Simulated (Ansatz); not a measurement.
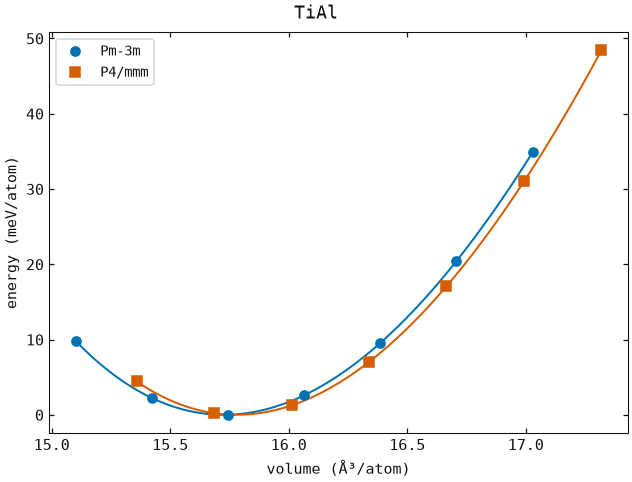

Figure. Energy against volume, with one curve for each structure, for TiAl. Each energy curve has its own zero, so the curves don't rank the structures.

Settings that differ: Pm-3m: k mesh 8×8×8; P4/mmm: k mesh 9×9×7.

The fitted equilibrium volumes, smallest first, are Pm-3m 15.726, P4/mmm 15.780 Å³/atom. The fitted bulk moduli, smallest first, are Pm-3m 118.2, P4/mmm 120.5 GPa.

How it was computed, with Ansatz 0.2.0: all-electron LAPW DFT, no spin polarisation; energies at scaled volumes of the given cell, shape and fractions fixed, counted from the fit's minimum, third-order Birch-Murnaghan fit. Level: PBEsol.

occupations Fermi–Dirac; smearing width 0.05 eV; potentials all electron LAPW, scalar relativistic.
